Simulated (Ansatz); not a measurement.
**Run report: AlAs, geometry relaxation (part 3 of 4)**

The same run, continued: AlAs (slab, 20 atoms in the cell); DFT PBEsol, scalar-relativistic, plane waves, PAW, no spin polarisation (Ansatz 0.2.0); cutoff 420 eV, 7×3×1 k-mesh, Gaussian smearing of 0.05 eV. The structure derives from an entry of the Crystallography Open Database. It belongs to a series of runs on one base structure; here: (2 1 1) slab, atoms relaxed.

Geometry of the input (Å; fractional positions):
```
4.0125  0.0000  0.0000
0.0000  9.8287  0.0000
0.0000  0.0000  25.4249
Al 0.5000  0.6667  0.2950
As 0.5000  0.4167  0.2950
Al 0.0000  0.3333  0.3405
As 0.0000  0.0833  0.3405
Al 0.5000  0.0000  0.3861
As 0.5000  0.7500  0.3861
Al 0.0000  0.6667  0.4317
As 0.0000  0.4167  0.4317
Al 0.5000  0.3333  0.4772
As 0.5000  0.0833  0.4772
Al 0.0000  0.0000  0.5228
As 0.0000  0.7500  0.5228
Al 0.5000  0.6667  0.5683
As 0.5000  0.4167  0.5683
Al 0.0000  0.3333  0.6139
As 0.0000  0.0833  0.6139
Al 0.5000  0.0000  0.6595
As 0.5000  0.7500  0.6595
Al 0.0000  0.6667  0.7050
As 0.0000  0.4167  0.7050
```

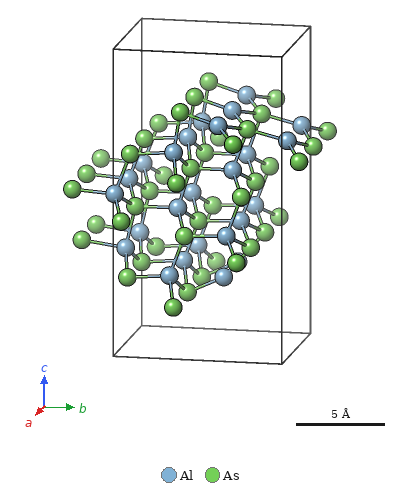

Fig. 1: The geometry at step 6 of the log (ball-and-stick view of the 2 × 1 repeat of the cell, with the vacuum cut short, seen slightly off an axis; bonded neighbours outside the cell are drawn too).

## Output, continued
```
  k-point 7: bands = ["-35.1701", "-35.1611", "-35.1584", "-35.1433", "-35.1377", "-35.0988", "-35.0887", "-35.0812", "-35.0759", "-35.0682", "-35.0617", "-35.0613", "-35.0576", "-35.0529", "-35.0421", "-34.8719", "-34.8714", "-34.8681", "-34.8610", "-34.8568", "-34.8009", "-34.8001", "-34.7880", "-34.7792", "-34.7739", "-34.7668", "-34.7636", "-34.7486", "-34.7445", "-34.7439", "-34.6078", "-34.5923", "-34.5764", "-34.5704", "-34.5579", "-34.1085", "-34.0961", "-34.0819", "-34.0701", "-34.0669", "-34.0406", "-34.0391", "-34.0375", "-34.0258", "-34.0135", "-33.7841", "-33.7725", "-33.7597", "-33.7531", "-33.7467", "-11.1651", "-10.9586", "-10.9147", "-10.6302", "-10.5712", "-10.4125", "-10.2348", "-9.6985", "-9.5453", "-9.3688", "-6.1342", "-5.9727", "-5.6852", "-5.4462", "-5.3078", "-5.2534", "-5.0345", "-4.8938", "-4.6984", "-4.0970", "-3.7865", "-3.4342", "-3.0499", "-3.0002", "-2.8286", "-2.5948", "-2.4590", "-2.3776", "-2.1916", "-2.1325", "-2.0816", "-1.8704", "-1.6860", "-1.5155", "-1.3354", "-1.2584", "-1.0868", "-0.7633", "-0.6388", "-0.4032", "0.9183", "1.1860", "1.4346", "1.7845", "2.0623", "2.2057", "2.3921", "2.6038", "2.9156", "2.9881", "3.2059", "3.3792", "3.6609", "3.7393", "3.9252", "4.0609", "4.2123", "4.3614", "4.5198", "4.6397"]
--- Relaxed structure (19 steps of the walk, 17 accepted, 0 SCFs on fresh bases) ---
  F+E_penalty+E_count = -53378.57882609 eV   max|allowed force component| = 1.339e-2 eV/Å
  atoms:
    - { symbol: Al, position: [0.5, 0.5358600462352517, 0.36100293218777335] }
    - { symbol: As, position: [0.5, 0.41480163531384584, 0.28199113040330115] }
    - { symbol: Al, position: [0.0, 0.30460230498526053, 0.3214860212452206] }
    - { symbol: As, position: [0.0, 0.061057568559715565, 0.32560586488630255] }
    - { symbol: Al, position: [0.5, 0.01871020513744278, 0.37570042113601304] }
    - { symbol: As, position: [0.5, 0.7647259779912073, 0.397275369273914] }
    - { symbol: Al, position: [0.0, 0.6881045398522625, 0.44435902258940735] }
    - { symbol: As, position: [0.0, 0.4366290654415002, 0.4250584137627395] }
    - { symbol: Al, position: [0.5, 0.34677693227824286, 0.4754001110962812] }
    - { symbol: As, position: [0.5, 0.09694183976110556, 0.47041382555327294] }
    - { symbol: Al, position: [0.0, 0.026305833219293463, 0.519564402789641] }
    - { symbol: As, position: [0.0, 0.7760952471747256, 0.534028919674841] }
    - { symbol: Al, position: [0.5, 0.6800413327281128, 0.5750664239325263] }
    - { symbol: As, position: [0.5, 0.4302268429159818, 0.5669088019967078] }
    - { symbol: Al, position: [0.0, 0.36577433268094706, 0.6196918374607551] }
    - { symbol: As, position: [0.0, 0.11203628670799251, 0.611753554775351] }
    - { symbol: Al, position: [0.5, -0.018188525894176806, 0.6258468441101237] }
    - { symbol: As, position: [0.5, 0.7631018827684831, 0.6697532565518831] }
    - { symbol: Al, position: [0.0, 0.6268367155571473, 0.6862785215194106] }
    - { symbol: As, position: [0.0, 0.40289326998565733, 0.7128143250545363] }
```

## Trajectory as extended XYZ (Å, eV, eV/Å), 19 frames, from step=1 to step=19
```
20
Lattice="4.0125 0.0000 0.0000 0.0000 9.8287 0.0000 0.0000 0.0000 25.4249" Properties=species:S:1:pos:R:3:forces:R:3 step=1 energy=-53376.11242
Al    2.0063    6.5525    7.5000    0.0000  -0.9866   0.5517
As    2.0063    4.0953    7.5000    0.0000   0.2975  -0.4768
Al    0.0000    3.2762    8.6583    0.0000   0.2196  -0.1730
As    0.0000    0.8191    8.6583    0.0000  -0.2819   0.0386
Al    2.0063    0.0000    9.8166    0.0000   0.4631  -0.5478
As    2.0063    7.3715    9.8166    0.0000   0.3790   0.0881
Al    0.0000    6.5525   10.9750    0.0000  -0.4822  -0.2409
As    0.0000    4.0953   10.9750    0.0000   0.0644   0.3235
Al    2.0063    3.2762   12.1333    0.0000   0.1961  -0.2273
As    2.0063    0.8191   12.1333    0.0000  -0.0133   0.5684
Al    0.0000    0.0000   13.2916    0.0000  -0.0510  -0.5272
As    0.0000    7.3715   13.2916    0.0000   0.1619   0.3287
Al    2.0063    6.5525   14.4499    0.0000  -0.3891  -0.5262
As    2.0063    4.0953   14.4499    0.0000  -0.0999   0.0084
Al    0.0000    3.2762   15.6083    0.0000   0.7594   0.1274
As    0.0000    0.8191   15.6083    0.0000   0.2026   0.8423
Al    2.0063    0.0000   16.7666    0.0000  -0.0775  -0.8153
As    2.0063    7.3715   16.7666    0.0000   0.7169   1.0688
Al    0.0000    6.5525   17.9249    0.0000  -1.2887  -1.0095
As    0.0000    4.0953   17.9249    0.0000   0.2097   0.5976
20
Lattice="4.0125 0.0000 0.0000 0.0000 9.8287 0.0000 0.0000 0.0000 25.4249" Properties=species:S:1:pos:R:3:forces:R:3 step=2 energy=-53376.93560
Al    2.0063    6.4484    7.5946    0.0000  -0.6616   0.6417
As    2.0063    4.0600    7.4276    0.0000   0.0544  -0.5419
Al    0.0000    3.2961    8.6328    0.0000   0.1045   0.0457
As    0.0000    0.8225    8.6331    0.0000  -0.0866  -0.1261
Al    2.0063    0.0658    9.7894    0.0000   0.3982  -0.2176
As    2.0063    7.4267    9.8491    0.0000   0.2323  -0.0122
Al    0.0000    6.5274   10.9692    0.0000  -0.1935  -0.0866
As    0.0000    4.0907   10.9822    0.0000   0.0264   0.0496
Al    2.0063    3.2918   12.1204    0.0000   0.0660  -0.0564
As    2.0063    0.8303   12.1649    0.0000  -0.0140   0.2249
Al    0.0000    0.0096   13.2873    0.0000   0.0022  -0.1963
As    0.0000    7.3812   13.3077    0.0000   0.0985   0.1941
Al    2.0063    6.5339   14.4425    0.0000  -0.1423  -0.2536
As    2.0063    4.0904   14.4469    0.0000  -0.0339  -0.0047
Al    0.0000    3.3663   15.6519    0.0000   0.5554   0.3331
As    0.0000    0.8893   15.6389    0.0000   0.1227   0.3931
Al    2.0063    0.0122   16.6781    0.0000  -0.0052  -0.5233
As    2.0063    7.4124   16.8108    0.0000   0.3731   0.6344
Al    0.0000    6.4072   17.7953    0.0000  -0.9694  -0.8355
As    0.0000    4.0291   18.0262    0.0000   0.0725   0.3375
20
Lattice="4.0125 0.0000 0.0000 0.0000 9.8287 0.0000 0.0000 0.0000 25.4249" Properties=species:S:1:pos:R:3:forces:R:3 step=3 energy=-53377.48891
Al    2.0063    6.3449    7.7119    0.0000  -0.4679   0.6041
As    2.0063    4.0177    7.3329    0.0000  -0.0907  -0.3966
Al    0.0000    3.3113    8.6279    0.0000   0.0095   0.0056
As    0.0000    0.8281    8.5916    0.0000   0.0251  -0.2090
Al    2.0063    0.1318    9.7678    0.0000   0.3525  -0.0612
As    2.0063    7.4752    9.8680    0.0000   0.1114  -0.0185
Al    0.0000    6.5215   10.9686    0.0000   0.0194   0.0882
As    0.0000    4.0936   10.9823    0.0000   0.0208  -0.0522
Al    2.0063    3.2979   12.1213    0.0000   0.0195   0.0543
As    2.0063    0.8329   12.1801    0.0000   0.0404   0.0170
Al    0.0000    0.0190   13.2847    0.0000   0.0166   0.0490
As    0.0000    7.3943   13.3264    0.0000   0.0292  -0.0401
Al    2.0063    6.5310   14.4379    0.0000   0.0403   0.0650
As    2.0063    4.0923   14.4542    0.0000  -0.0146  -0.0169
Al    0.0000    3.4398   15.7121    0.0000   0.2738   0.3371
As    0.0000    0.9297   15.6629    0.0000   0.2535   0.0753
Al    2.0063    0.0194   16.6111    0.0000  -0.1415  -0.3524
As    2.0063    7.4448   16.8620    0.0000   0.0291   0.2115
Al    0.0000    6.2755   17.6517    0.0000  -0.3561  -0.5110
As    0.0000    3.9907   18.0937    0.0000  -0.1709   0.1523
20
Lattice="4.0125 0.0000 0.0000 0.0000 9.8287 0.0000 0.0000 0.0000 25.4249" Properties=species:S:1:pos:R:3:forces:R:3 step=4 energy=-53377.85917
Al    2.0063    6.2219    7.8630    0.0000  -0.4953   0.5920
As    2.0063    3.9572    7.2446    0.0000   0.0065  -0.1856
Al    0.0000    3.3139    8.6167    0.0000  -0.0092  -0.0958
As    0.0000    0.8381    8.5273    0.0000   0.0183  -0.1470
Al    2.0063    0.2109    9.7476    0.0000   0.2513  -0.0322
As    2.0063    7.5230    9.8941    0.0000   0.0876  -0.0428
Al    0.0000    6.5357   10.9869    0.0000   0.0782   0.0089
As    0.0000    4.1044   10.9706    0.0000   0.0340  -0.0376
Al    2.0063    3.3104   12.1323    0.0000   0.0349   0.0421
As    2.0063    0.8447   12.1832    0.0000   0.0280  -0.0593
Al    0.0000    0.0313   13.2968    0.0000   0.0672   0.0393
As    0.0000    7.4063   13.3300    0.0000   0.0285   0.0362
Al    2.0063    6.5481   14.4554    0.0000   0.0195   0.0698
As    2.0063    4.1033   14.4663    0.0000   0.0290   0.0258
Al    0.0000    3.4988   15.7729    0.0000   0.1488   0.1163
As    0.0000    0.9830   15.6640    0.0000   0.0786   0.0232
Al    2.0063   -0.0150   16.5172    0.0000  -0.1114  -0.2959
As    2.0063    7.4335   16.8864    0.0000  -0.0150   0.0361
Al    0.0000    6.1902   17.5535    0.0000  -0.2260  -0.2199
As    0.0000    3.9519   18.1402    0.0000  -0.0548   0.1273
20
Lattice="4.0125 0.0000 0.0000 0.0000 9.8287 0.0000 0.0000 0.0000 25.4249" Properties=species:S:1:pos:R:3:forces:R:3 step=5 energy=-53378.07908
Al    2.0063    6.1036    8.0180    0.0000  -0.4348   0.4491
As    2.0063    3.9203    7.1968    0.0000   0.0924  -0.0782
Al    0.0000    3.3122    8.5978    0.0000  -0.0856  -0.0849
As    0.0000    0.8432    8.4846    0.0000   0.0366  -0.0510
Al    2.0063    0.2700    9.7318    0.0000   0.1761  -0.0939
As    2.0063    7.5634    9.9111    0.0000   0.0474   0.0090
Al    0.0000    6.5579   10.9932    0.0000   0.0855   0.0295
As    0.0000    4.1194   10.9563    0.0000   0.0447  -0.0220
Al    2.0063    3.3250   12.1370    0.0000   0.0490   0.0030
As    2.0063    0.8572   12.1718    0.0000   0.0371  -0.0329
Al    0.0000    0.0488   13.2975    0.0000   0.0466  -0.0013
As    0.0000    7.4190   13.3401    0.0000   0.0166   0.0216
Al    2.0063    6.5559   14.4680    0.0000   0.0364   0.0363
As    2.0063    4.1118   14.4741    0.0000   0.0194   0.0296
Al    0.0000    3.5274   15.8012    0.0000   0.0572   0.0419
As    0.0000    1.0014   15.6602    0.0000   0.0780  -0.0070
Al    2.0063   -0.0477   16.4400    0.0000  -0.1158  -0.2313
As    2.0063    7.4211   16.8915    0.0000  -0.0539   0.0238
Al    0.0000    6.1448   17.5109    0.0000  -0.0783  -0.1321
As    0.0000    3.9367   18.1670    0.0000  -0.0554   0.0921
20
Lattice="4.0125 0.0000 0.0000 0.0000 9.8287 0.0000 0.0000 0.0000 25.4249" Properties=species:S:1:pos:R:3:forces:R:3 step=6 energy=-53378.22431
Al    2.0063    6.0253    8.2020    0.0000  -0.3684   0.3165
As    2.0063    3.9206    7.2234    0.0000   0.1358  -0.0867
Al    0.0000    3.2816    8.6063    0.0000  -0.0082  -0.1213
As    0.0000    0.8341    8.3928    0.0000   0.0415   0.0048
Al    2.0063    0.3156    9.6525    0.0000  -0.0183   0.0294
As    2.0063    7.5957    9.9919    0.0000   0.1040  -0.0577
Al    0.0000    6.5892   11.0692    0.0000   0.0794  -0.0469
As    0.0000    4.1466   10.9526    0.0000   0.0358  -0.0007
Al    2.0063    3.3563   12.1306    0.0000  -0.0233   0.0558
As    2.0063    0.8842   12.1014    0.0000   0.0679  -0.0442
Al    0.0000    0.0901   13.2330    0.0000   0.0093   0.0651
As    0.0000    7.4595   13.3954    0.0000  -0.0763  -0.0637
Al    2.0063    6.5443   14.4806    0.0000   0.0954   0.0971
As    2.0063    4.1033   14.4811    0.0000   0.0377  -0.0218
Al    0.0000    3.5211   15.8131    0.0000   0.0244   0.0472
As    0.0000    0.9953   15.6100    0.0000   0.0889  -0.0158
Al    2.0063   -0.0952   16.3380    0.0000  -0.0948  -0.1644
As    2.0063    7.4008   16.9004    0.0000  -0.0643   0.0451
Al    0.0000    6.1110   17.4955    0.0000  -0.0390  -0.0863
As    0.0000    3.9118   18.1792    0.0000  -0.0274   0.0484
20
Lattice="4.0125 0.0000 0.0000 0.0000 9.8287 0.0000 0.0000 0.0000 25.4249" Properties=species:S:1:pos:R:3:forces:R:3 step=7 energy=-53378.32246
Al    2.0063    5.9042    8.3584    0.0000  -0.1928   0.1531
As    2.0063    3.9224    7.1739    0.0000   0.1711   0.0234
Al    0.0000    3.2858    8.5700    0.0000  -0.1233  -0.0474
As    0.0000    0.8439    8.3917    0.0000   0.0028   0.0089
Al    2.0063    0.3356    9.6527    0.0000   0.0835  -0.0429
As    2.0063    7.6271    9.9967    0.0000  -0.0647  -0.0477
Al    0.0000    6.6125   11.0556    0.0000   0.0201   0.0585
As    0.0000    4.1604   10.9381    0.0000   0.0684  -0.0619
Al    2.0063    3.3687   12.1379    0.0000   0.0009   0.0037
As    2.0063    0.8993   12.0966    0.0000   0.0077  -0.0171
Al    0.0000    0.0926   13.2335    0.0000   0.0065   0.0115
As    0.0000    7.4494   13.3845    0.0000   0.0736   0.0610
Al    2.0063    6.5705   14.5053    0.0000   0.0177  -0.0011
As    2.0063    4.1265   14.4832    0.0000   0.0002   0.0368
Al    0.0000    3.5395   15.8285    0.0000  -0.0120  -0.0661
As    0.0000    1.0147   15.5963    0.0000  -0.0692   0.0072
Al    2.0063   -0.1352   16.2534    0.0000   0.0063  -0.0896
As    2.0063    7.3873   16.9240    0.0000   0.0331  -0.0077
Al    0.0000    6.0852   17.4736    0.0000  -0.0195  -0.0190
As    0.0000    3.9010   18.1952    0.0000  -0.0116   0.0367
20
Lattice="4.0125 0.0000 0.0000 0.0000 9.8287 0.0000 0.0000 0.0000 25.4249" Properties=species:S:1:pos:R:3:forces:R:3 step=8 energy=-53378.38155
Al    2.0063    5.7979    8.5217    0.0000  -0.1351   0.1150
As    2.0063    3.9452    7.1563    0.0000   0.1235   0.0788
Al    0.0000    3.2386    8.5353    0.0000  -0.0072  -0.1032
As    0.0000    0.8149    8.3622    0.0000  -0.0105  -0.0123
Al    2.0063    0.3522    9.6300    0.0000  -0.0355   0.0263
As    2.0063    7.6328   10.0292    0.0000  -0.0264  -0.0376
Al    0.0000    6.6415   11.1100    0.0000   0.0584   0.0553
As    0.0000    4.1895   10.8996    0.0000   0.0051   0.0043
Al    2.0063    3.3913   12.1250    0.0000   0.0058  -0.0005
As    2.0063    0.9211   12.0714    0.0000   0.0100  -0.0281
Al    0.0000    0.1231   13.2204    0.0000   0.0347  -0.0055
As    0.0000    7.4882   13.4297    0.0000  -0.0420  -0.0301
Al    2.0063    6.5884   14.5299    0.0000   0.0011   0.0080
As    2.0063    4.1394   14.4784    0.0000   0.0190  -0.0495
Al    0.0000    3.5366   15.8168    0.0000  -0.0544  -0.0133
As    0.0000    1.0095   15.5794    0.0000   0.0518  -0.0177
Al    2.0063   -0.1595   16.1784    0.0000  -0.0504  -0.0142
As    2.0063    7.3924   16.9412    0.0000  -0.0116   0.0377
Al    0.0000    6.0629   17.4448    0.0000   0.0533   0.0156
As    0.0000    3.8853   18.1894    0.0000   0.0099  -0.0288
20
Lattice="4.0125 0.0000 0.0000 0.0000 9.8287 0.0000 0.0000 0.0000 25.4249" Properties=species:S:1:pos:R:3:forces:R:3 step=9 energy=-53378.42760
Al    2.0063    5.6989    8.6897    0.0000  -0.1344   0.0839
As    2.0063    3.9799    7.1624    0.0000   0.1230   0.0117
Al    0.0000    3.2099    8.4875    0.0000  -0.0786  -0.0508
As    0.0000    0.7890    8.3365    0.0000  -0.0123   0.0389
Al    2.0063    0.3407    9.6157    0.0000  -0.0164  -0.0515
As    2.0063    7.6309   10.0653    0.0000  -0.0090  -0.0285
Al    0.0000    6.6635   11.1585    0.0000   0.0187  -0.0072
As    0.0000    4.2054   10.8676    0.0000   0.0575  -0.0587
Al    2.0063    3.4021   12.1015    0.0000  -0.0271   0.0206
As    2.0063    0.9329   12.0447    0.0000   0.0196  -0.0091
Al    0.0000    0.1455   13.2055    0.0000  -0.0167   0.0348
As    0.0000    7.5012   13.4555    0.0000   0.0523   0.0813
Al    2.0063    6.5991   14.5533    0.0000   0.0145   0.0063
As    2.0063    4.1510   14.4489    0.0000   0.0073   0.0332
Al    0.0000    3.5362   15.7944    0.0000   0.0067  -0.0350
As    0.0000    1.0223   15.5612    0.0000  -0.0661  -0.0032
Al    2.0063   -0.1761   16.1316    0.0000   0.0346  -0.0485
As    2.0063    7.4020   16.9707    0.0000   0.0224  -0.0129
Al    0.0000    6.0693   17.4327    0.0000  -0.0018   0.0268
As    0.0000    3.8876   18.1657    0.0000   0.0059  -0.0319
20
Lattice="4.0125 0.0000 0.0000 0.0000 9.8287 0.0000 0.0000 0.0000 25.4249" Properties=species:S:1:pos:R:3:forces:R:3 step=10 energy=-53378.47980
Al    2.0063    5.5857    8.8452    0.0000  -0.1722   0.0498
As    2.0063    4.0211    7.1464    0.0000   0.0991   0.1380
Al    0.0000    3.1670    8.4298    0.0000  -0.0311  -0.1578
As    0.0000    0.7539    8.3279    0.0000  -0.0031  -0.0012
Al    2.0063    0.3245    9.6027    0.0000  -0.0231  -0.0140
As    2.0063    7.6244   10.0760    0.0000  -0.0593   0.0146
Al    0.0000    6.6963   11.1978    0.0000   0.0651   0.0072
As    0.0000    4.2346   10.8219    0.0000   0.0447  -0.0107
Al    2.0063    3.4127   12.0887    0.0000  -0.0129  -0.0021
As    2.0063    0.9440   12.0279    0.0000   0.0195  -0.0166
Al    0.0000    0.1633   13.2069    0.0000  -0.0002   0.0142
As    0.0000    7.5253   13.4958    0.0000   0.0181   0.0043
Al    2.0063    6.6130   14.5762    0.0000   0.0387   0.0097
As    2.0063    4.1645   14.4382    0.0000   0.0035  -0.0321
Al    0.0000    3.5369   15.7746    0.0000  -0.0352  -0.0026
As    0.0000    1.0246   15.5517    0.0000   0.0392   0.0304
Al    2.0063   -0.1830   16.0819    0.0000  -0.0027  -0.0567
As    2.0063    7.4182   16.9886    0.0000  -0.0177   0.0108
Al    0.0000    6.0757   17.4284    0.0000   0.0246   0.0340
As    0.0000    3.8887   18.1425    0.0000   0.0050  -0.0188
```
